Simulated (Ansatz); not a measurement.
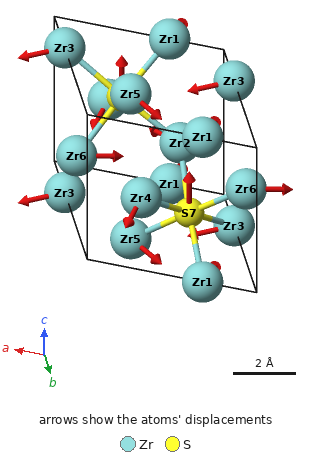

One vibrational mode of solid Zr₃S (a generated structure) at the zone centre. Displacements are drawn as red arrows; their common scale and sign are arbitrary. The picture is a ball-and-stick view of the cell of the calculation, seen from a free direction.

Theory: DFT PBEsol, scalar-relativistic, plane waves, PAW in Ansatz.

Input
```yaml
crystal:
  lattice:
    - [5.8593835747, 0.0, 0.0]
    - [-2.9296917874, 5.0743750262, 0.0]
    - [0.0, 0.0, 5.6813995844]
  atoms:
    - { symbol: Zr, position: [0.318963571, 0.0, 0.0] }
    - { symbol: Zr, position: [0.318963571, 0.318963571, 0.5] }
    - { symbol: Zr, position: [0.0, 0.318963571, 0.0] }
    - { symbol: Zr, position: [0.681036429, 0.0, 0.5] }
    - { symbol: Zr, position: [0.681036429, 0.681036429, 0.0] }
    - { symbol: Zr, position: [0.0, 0.681036429, 0.5] }
    - { symbol: S, position: [0.3333333333, 0.6666666667, 0.25] }
    - { symbol: S, position: [0.6666666667, 0.3333333333, 0.75] }
basis:
  ecutwfc: 420
kpoints:
  mp_grid: { grid: [6, 6, 6] }
hamiltonian:
  xc: pbesol
scf:
  occupations: { method: fermi_dirac, width: 0.15 }
output:
  eigenvalues: true
phonons:
  method: dfpt
  eigenvectors: true
```

Command:
```bash
ansatz run input.yaml --threads 4 --pin off --max-ram 12288MiB --backend cpu --events-out ev --progress --plain --runs-dir out
```

The frequencies depend somewhat on the k-mesh and the smearing.

Describe the mode and give its frequency.

Answer. This is the A₂ mode at 3.35 THz, optical level 3 of 14, counted from below, infrared-active by symmetry. It mainly bends the S–Zr bonds; the kinetic energy is shared as Zr 86 %, S 14 %. The crystal is a metal, so free carriers screen the infrared response.
